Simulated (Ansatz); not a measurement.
## Zn₁₅S₁₆ (charge −2): geometry relaxation (part 3 of 3)

Zn₁₅S₁₆ (defect cell, 31 atoms in the cell, total charge −2); DFT r2SCAN, scalar-relativistic, plane waves, PAW, spin-polarised (Ansatz 0.2.0); cutoff 500 eV, 2×2×2 k-mesh, Gaussian smearing of 0.01 eV, collinear spins. The structure derives from a Materials Project entry. It belongs to a series of runs on one base structure; here: Zn vacancy (site a), charge -2, atoms relaxed at the host's cell, started again with a moment of 2 μB.

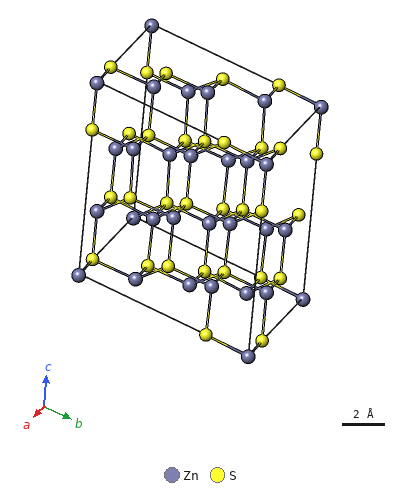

*The geometry at step 2 of the log (ball-and-stick view of the cell of the calculation, seen slightly off an axis).*

**Output, continued**
```
  k-point 3 ↓: bands = ["-8.3117", "-7.8835", "-7.8048", "-7.8045", "-7.7468", "-7.5683", "-7.5362", "-7.5361", "-7.5049", "-7.3738", "-7.3223", "-7.3222", "-6.9736", "-6.8012", "-6.7892", "-6.7888", "-1.3949", "-1.3674", "-1.3674", "-1.3560", "-1.3288", "-1.3287", "-1.3192", "-1.3020", "-1.2961", "-1.2960", "-1.2881", "-1.2847", "-1.2803", "-1.2597", "-1.2466", "-1.2303", "-1.2099", "-1.2099", "-1.1918", "-1.1917", "-1.1889", "-1.1824", "-1.1719", "-1.1593",
      "-1.1592", "-1.1585", "-1.1517", "-1.1278", "-1.1277", "-1.1059", "-1.1058", "-1.1047", "-1.0962", "-1.0481", "-1.0067", "-1.0066", "-0.9435", "-0.9434", "-0.9400", "-0.9399", "-0.9373", "-0.9299", "-0.9140", "-0.9036", "-0.9035", "-0.8995", "-0.8773", "-0.8633", "-0.8325", "-0.8291", "-0.8290", "-0.8128", "-0.8089", "-0.8083", "-0.8083", "-0.8007", "-0.7869", "-0.7869", "-0.7842", "-0.7837", "-0.7712", "-0.7570", "-0.7570", "-0.7559",
      "-0.7535", "-0.7373", "-0.7352", "-0.7179", "-0.7179", "-0.6010", "-0.5933", "-0.5931", "-0.5239", "-0.5192", "-0.5192", "0.3985", "0.4272", "0.4273", "0.4629", "0.5170", "0.5574", "0.5808", "0.6835", "0.6836", "1.1178", "1.5507", "1.9833", "2.0301", "2.0302", "2.1224", "2.1480", "2.1954", "2.1956", "2.6571", "2.6607", "2.7173", "2.7173", "3.0547", "3.2110", "3.2111", "3.3341", "3.4477", "3.4525", "3.4526",
      "3.5162", "3.5196", "3.5196", "3.6082", "3.6957", "3.7846", "3.7849", "4.1500", "4.2036", "4.3510", "4.3512", "4.3611", "4.4166", "4.4181", "4.5933", "4.5935", "4.8676", "5.1521", "5.1525", "9.1141", "9.3173", "9.7711", "9.7717", "9.8534", "9.8643", "9.8908", "9.8913", "10.0721", "10.4734", "10.4786", "10.5047", "10.5569", "10.5570", "10.8106", "10.8200", "10.8789", "10.8795", "10.9723", "11.1594", "11.2541",
      "11.2546", "11.4234", "11.7708", "11.9258", "11.9801", "11.9803", "12.1768", "12.2075", "12.2076", "12.3050", "12.7543"]
--- Relaxed structure (2 steps of the walk, 2 accepted, 0 SCFs on fresh bases) ---
  F+E_penalty+E_count = -64394.48208101 eV   max|allowed force component| = 4.714e-3 eV/Å
  atoms:
    - { symbol: Zn, position: [-0.0014523706999999995, -0.0004943918999999993, -0.0100976468] }
    - { symbol: Zn, position: [0.4909227061, 0.7480295620000001, 0.7490684035000001] }
    - { symbol: Zn, position: [0.25003224400000007, 0.7480611695000002, -0.01007801179999998] }
    - { symbol: Zn, position: [0.009095995000000079, 0.7586222287, 0.2566203442] }
    - { symbol: Zn, position: [0.7500246347000001, -0.0004818685000000378, 0.2490076731] }
    - { symbol: Zn, position: [0.4908603800000001, -0.0004973121000000137, 0.49753421610000004] }
    - { symbol: Zn, position: [-0.0015451048999999828, 0.24040118300000002, 0.7490442634000001] }
    - { symbol: Zn, position: [0.7499831701999999, 0.4995004031, 0.7489944939] }
    - { symbol: Zn, position: [0.5014770580000001, 0.49188026900000004, 0.0005668167999999989] }
    - { symbol: Zn, position: [0.25000231, 0.4995267455000001, 0.24901673250000006] }
    - { symbol: Zn, position: [0.00912772579999998, 0.5071891442000002, 0.5081768077000001] }
    - { symbol: Zn, position: [0.7576216919000002, 0.7586780838000002, 0.508153854] }
    - { symbol: Zn, position: [0.7423855352000001, 0.2510396119, 0.0005701733000000042] }
    - { symbol: Zn, position: [0.5015161203, 0.25098607289999997, 0.24142346110000001] }
    - { symbol: Zn, position: [0.24995757100000002, 0.2404528488, 0.4975305507000001] }
    - { symbol: S, position: [0.25004052060000004, 0.7553676476000001, 0.7490382338] }
    - { symbol: S, position: [0.00018261810000003154, 0.7496949590000002, -0.0014529709000000723] }
    - { symbol: S, position: [0.49981015250000005, 0.49886633570000005, 0.7490519318000001] }
    - { symbol: S, position: [0.24999268560000007, 0.49887685930000003, -0.001166372599999993] }
    - { symbol: S, position: [0.00046180240000004424, 0.5001859504000001, 0.24969152850000004] }
    - { symbol: S, position: [0.7506509553000003, 0.7499864691000002, 0.24968567820000004] }
    - { symbol: S, position: [0.49954723880000007, 0.7497228514, 0.4992356284999999] }
    - { symbol: S, position: [0.005847541799999967, -0.0004544876999999503, 0.7490279028000001] }
    - { symbol: S, position: [0.7493091909, 0.2493204313, 0.7490397898] }
    - { symbol: S, position: [0.49416104170000014, 0.24368082840000008, -0.006789636400000007] }
    - { symbol: S, position: [0.2500082521, 0.249349355, 0.2483744738] }
    - { symbol: S, position: [0.00017117049999998413, 0.24908698010000005, 0.4992324076000001] }
    - { symbol: S, position: [0.7506503102, 0.5001845199, 0.4994817497000001] }
    - { symbol: S, position: [0.7493899938000002, -0.00046694699999999534, -0.0011600121000000518] }
    - { symbol: S, position: [0.49984403630000007, -0.00047797529999993316, 0.24839868540000007] }
    - { symbol: S, position: [0.24997908010000003, -0.00043470759999997277, 0.5048035884000001] }
--- Löwdin populations: 31 sites ---
  site symbol       q [e]    m [muB]
     0     Zn     10.7100    -0.0000
     1     Zn     10.7100    -0.0000
     2     Zn     10.7100    -0.0000
     3     Zn     10.7100    -0.0000
     4     Zn     10.7071     0.0000
     5     Zn     10.7100    -0.0000
     6     Zn     10.7100    -0.0000
     7     Zn     10.7071     0.0000
     8     Zn     10.7100    -0.0000
     9     Zn     10.7072     0.0000
    10     Zn     10.7100    -0.0000
    11     Zn     10.7100    -0.0000
    12     Zn     10.7100    -0.0000
    13     Zn     10.7100    -0.0000
    14     Zn     10.7100    -0.0000
    15      S      7.1149    -0.0000
    16      S      7.1502     0.0000
    17      S      7.1502     0.0000
    18      S      7.1502     0.0000
    19      S      7.1502     0.0000
    20      S      7.1502     0.0000
    21      S      7.1502     0.0000
    22      S      7.1149    -0.0000
    23      S      7.1502     0.0000
    24      S      7.1149    -0.0000
    25      S      7.1502     0.0000
    26      S      7.1502     0.0000
    27      S      7.1502     0.0000
    28      S      7.1502     0.0000
    29      S      7.1502     0.0000
    30      S      7.1150    -0.0000
  spilling = 0.011138 (of n_electrons = 278.000000)
```

**File populations.tsv**
```
# site	symbol	l	j	q_up	q_dn
# orbitals = lowdin
# n_electrons = 278.000000
# spilling = 0.011138
0	Zn	0_4S	-	0.366328	0.366328
0	Zn	2_3D	-	4.988667	4.988667
1	Zn	0_4S	-	0.366325	0.366325
1	Zn	2_3D	-	4.988667	4.988667
2	Zn	0_4S	-	0.366336	0.366336
2	Zn	2_3D	-	4.988670	4.988670
3	Zn	0_4S	-	0.366325	0.366325
3	Zn	2_3D	-	4.988668	4.988668
4	Zn	0_4S	-	0.364832	0.364832
4	Zn	2_3D	-	4.988741	4.988741
5	Zn	0_4S	-	0.366323	0.366323
5	Zn	2_3D	-	4.988667	4.988667
6	Zn	0_4S	-	0.366337	0.366337
6	Zn	2_3D	-	4.988669	4.988669
7	Zn	0_4S	-	0.364832	0.364832
7	Zn	2_3D	-	4.988743	4.988743
8	Zn	0_4S	-	0.366331	0.366331
8	Zn	2_3D	-	4.988667	4.988667
9	Zn	0_4S	-	0.364835	0.364835
9	Zn	2_3D	-	4.988743	4.988743
10	Zn	0_4S	-	0.366327	0.366327
10	Zn	2_3D	-	4.988667	4.988667
11	Zn	0_4S	-	0.366333	0.366333
11	Zn	2_3D	-	4.988668	4.988668
12	Zn	0_4S	-	0.366331	0.366331
12	Zn	2_3D	-	4.988667	4.988667
13	Zn	0_4S	-	0.366330	0.366330
13	Zn	2_3D	-	4.988668	4.988668
14	Zn	0_4S	-	0.366313	0.366313
14	Zn	2_3D	-	4.988666	4.988666
15	S	0_3S	-	0.933204	0.933204
15	S	1_3P	-	2.624257	2.624257
16	S	0_3S	-	0.928456	0.928456
16	S	1_3P	-	2.646650	2.646650
17	S	0_3S	-	0.928466	0.928466
17	S	1_3P	-	2.646652	2.646652
18	S	0_3S	-	0.928458	0.928458
18	S	1_3P	-	2.646651	2.646650
19	S	0_3S	-	0.928455	0.928455
19	S	1_3P	-	2.646648	2.646648
20	S	0_3S	-	0.928454	0.928454
20	S	1_3P	-	2.646652	2.646651
21	S	0_3S	-	0.928457	0.928457
21	S	1_3P	-	2.646648	2.646648
22	S	0_3S	-	0.933211	0.933211
22	S	1_3P	-	2.624220	2.624220
23	S	0_3S	-	0.928456	0.928456
23	S	1_3P	-	2.646651	2.646651
24	S	0_3S	-	0.933209	0.933209
24	S	1_3P	-	2.624221	2.624221
25	S	0_3S	-	0.928464	0.928464
25	S	1_3P	-	2.646654	2.646653
26	S	0_3S	-	0.928460	0.928460
26	S	1_3P	-	2.646651	2.646651
27	S	0_3S	-	0.928457	0.928457
27	S	1_3P	-	2.646649	2.646649
28	S	0_3S	-	0.928459	0.928459
28	S	1_3P	-	2.646650	2.646650
29	S	0_3S	-	0.928453	0.928453
29	S	1_3P	-	2.646652	2.646652
30	S	0_3S	-	0.933203	0.933203
30	S	1_3P	-	2.624318	2.624318
```

**Trajectory as extended XYZ (Å, eV, eV/Å), 2 frames, from step=1 to step=2**
```
31
Lattice="-5.3884 -5.3884 5.3884 5.3884 -5.3884 -5.3884 5.3884 5.3884 5.3884" Properties=species:S:1:pos:R:3:forces:R:3 step=1 energy=-64394.48208
Zn   -0.0492   -0.0439   -0.0596   -0.0001  -0.0013  -0.0045
Zn    5.4217   -2.6397    2.6509    0.0007   0.0038  -0.0016
Zn    2.6293   -5.4324   -2.7379   -0.0041  -0.0005  -0.0013
Zn    5.4215   -2.7540   -2.6560    0.0022  -0.0047   0.0019
Zn   -2.7023   -2.6971    5.3858    0.0007  -0.0001   0.0002
Zn    0.0333    0.0386    5.3285    0.0018   0.0011  -0.0044
Zn    5.3399    2.7491    2.7324   -0.0016   0.0028   0.0010
Zn    2.6862   -2.6968    5.3856    0.0008   0.0003   0.0000
Zn   -0.0487   -5.3496    0.0548   -0.0018  -0.0004   0.0030
Zn    2.6863   -2.6970   -0.0027    0.0006   0.0001   0.0002
Zn    5.4220   -0.0439    0.0545    0.0005  -0.0011   0.0040
Zn    2.7438   -5.4323    2.7324    0.0035  -0.0010   0.0021
Zn   -2.6445   -5.3499    2.6506    0.0031   0.0014  -0.0015
Zn   -0.0491   -2.7539    2.6508   -0.0002  -0.0042  -0.0024
Zn    2.6297    0.0384    2.7321   -0.0046   0.0004   0.0018
S     6.7590   -1.3814    1.3132    0.0008   0.0004  -0.0003
S     4.0308   -4.0485   -4.0465   -0.0006   0.0023   0.0005
S     4.0311   -1.3451    4.0413    0.0002  -0.0027   0.0001
S     1.3348   -4.0415   -1.3474    0.0031   0.0001  -0.0007
S     4.0382   -1.3523   -1.3473   -0.0027  -0.0005   0.0005
S     1.3418   -6.7406    1.3490   -0.0006   0.0003  -0.0029
S     4.0381   -4.0415    1.3420   -0.0028   0.0008  -0.0004
S     4.0021    4.0070    4.0700   -0.0005   0.0006  -0.0001
S     1.3420   -1.3449    6.7303   -0.0004  -0.0034   0.0005
S    -1.3863   -4.0124    1.3131   -0.0003   0.0004   0.0007
S     1.3348   -1.3524    1.3419    0.0023   0.0002   0.0008
S     4.0313    1.3470    1.3488    0.0004   0.0004  -0.0027
S     1.3418   -4.0486    4.0410    0.0006   0.0024  -0.0003
S    -4.0468   -4.0418    4.0343    0.0003  -0.0001   0.0025
S    -1.3575   -1.3523    4.0344    0.0000   0.0006   0.0023
S     1.3708    1.3754    4.0694   -0.0015   0.0016   0.0009
31
Lattice="-5.3884 -5.3884 5.3884 5.3884 -5.3884 -5.3884 5.3884 5.3884 5.3884" Properties=species:S:1:pos:R:3:forces:R:3 step=2 energy=-64394.48208
Zn   -0.0492   -0.0439   -0.0596   -0.0001  -0.0013  -0.0045
Zn    5.4217   -2.6397    2.6509    0.0007   0.0038  -0.0016
Zn    2.6293   -5.4324   -2.7379   -0.0042  -0.0005  -0.0013
Zn    5.4215   -2.7540   -2.6560    0.0023  -0.0047   0.0019
Zn   -2.7023   -2.6971    5.3858    0.0007  -0.0001   0.0002
Zn    0.0333    0.0386    5.3285    0.0018   0.0011  -0.0044
Zn    5.3399    2.7491    2.7324   -0.0016   0.0029   0.0010
Zn    2.6862   -2.6968    5.3856    0.0008   0.0003   0.0000
Zn   -0.0487   -5.3496    0.0548   -0.0018  -0.0004   0.0031
Zn    2.6863   -2.6970   -0.0027    0.0006   0.0001   0.0002
Zn    5.4220   -0.0439    0.0545    0.0005  -0.0011   0.0041
Zn    2.7438   -5.4323    2.7324    0.0035  -0.0010   0.0021
Zn   -2.6445   -5.3499    2.6506    0.0031   0.0014  -0.0015
Zn   -0.0491   -2.7539    2.6508   -0.0003  -0.0042  -0.0024
Zn    2.6297    0.0384    2.7321   -0.0046   0.0004   0.0018
S     6.7590   -1.3814    1.3132    0.0008   0.0004  -0.0003
S     4.0308   -4.0485   -4.0465   -0.0006   0.0023   0.0005
S     4.0311   -1.3451    4.0413    0.0002  -0.0027   0.0001
S     1.3348   -4.0415   -1.3474    0.0031   0.0001  -0.0007
S     4.0382   -1.3523   -1.3473   -0.0027  -0.0005   0.0005
S     1.3418   -6.7406    1.3490   -0.0006   0.0003  -0.0029
S     4.0381   -4.0415    1.3420   -0.0028   0.0008  -0.0004
S     4.0021    4.0070    4.0700   -0.0005   0.0006  -0.0001
S     1.3420   -1.3449    6.7303   -0.0004  -0.0035   0.0005
S    -1.3863   -4.0124    1.3131   -0.0003   0.0004   0.0007
S     1.3348   -1.3524    1.3419    0.0023   0.0002   0.0008
S     4.0313    1.3470    1.3488    0.0004   0.0004  -0.0027
S     1.3418   -4.0486    4.0410    0.0006   0.0024  -0.0003
S    -4.0468   -4.0418    4.0343    0.0004  -0.0001   0.0025
S    -1.3575   -1.3523    4.0344   -0.0001   0.0006   0.0023
S     1.3708    1.3754    4.0694   -0.0015   0.0016   0.0009
```

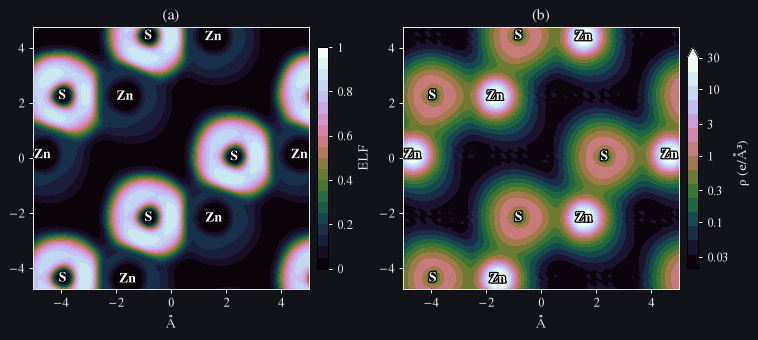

*(a) ELF; (b) valence pseudo-density on the (101̄) plane of the calculation cell.*

The plane passes through Zn and S nuclei. Zn–S (2.27 Å): ρ is about 0.59 e/Å³ halfway; the ELF is about 0.60 at the midpoint. Zn–S (2.35 Å): the density is about 0.51 e/Å³ at the midpoint, with its minimum of 0.46 e/Å³ about 1.0 Å from Zn; the ELF is about 0.55 at the midpoint. The density dies away to nearly zero in the voids. In a PAW calculation such maps are meaningful between the atoms, not at the nuclei.

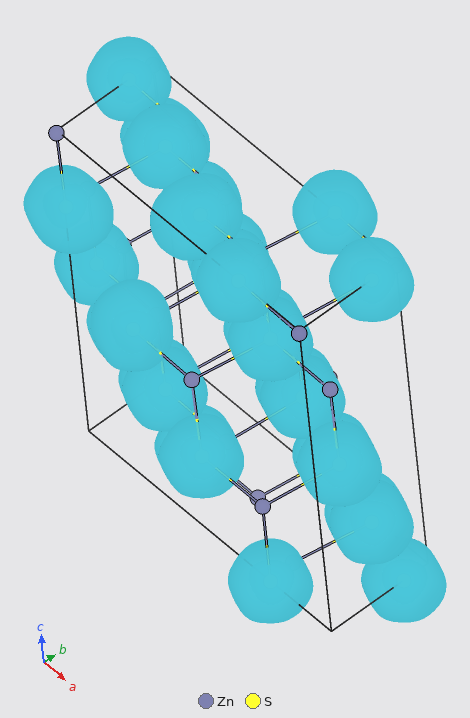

*Isosurface of the electron localisation function at 0.75 (cyan), seen slightly off an axis. Only the valence region is drawn (cores and ρ < 0.01 e/Å³ removed). Sticks mark near contacts. The outline is the calculation cell.*

Values along the shortest contacts: Zn–S (2.27 Å): the ELF is about 0.60 at the midpoint. Zn–S (2.33 Å): the ELF is about 0.60 at the midpoint.
